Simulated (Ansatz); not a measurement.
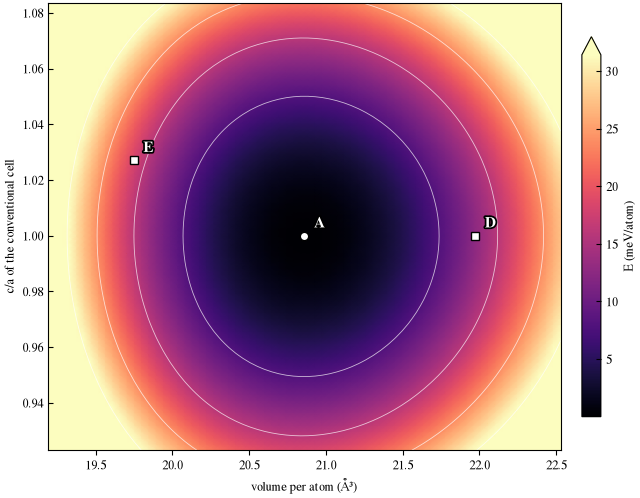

GaP (F-43m, No. 216; 2 atoms in the cell). The energy is mapped over volume and the cell's shape. Coordinates scanned: (1) volume per atom; (2) c/a of the conventional cell. Nothing is relaxed (symmetry fixes all fractional coordinates). Grid: 7 × 7 points. Points are written as (first, second). All energies are given in meV/atom relative to the lowest grid point. These are results of DFT PBE, scalar-relativistic, plane waves, PAW in Ansatz 0.2.0, not measurements. Settings: cutoff 420 eV, k-mesh 10×10×10, gaussian smearing 0.05 eV, no spin polarisation.

The picture shows a smooth colour map with a few white contour lines, one colour for all values above the top of the scale, lettered points. Between grid points the surface is interpolated.

What kind of point is each of A, D, E: minimum, saddle, maximum or slope?

A: minimum; D: on a slope; E: on a slope. (In these two coordinates alone; a stationary point may lie a little off the grid point.)

Which space group has the cell at each letter?

A: F-43m; D: F-43m; E: I-4m2.

PAW datasets: the set soft_1.
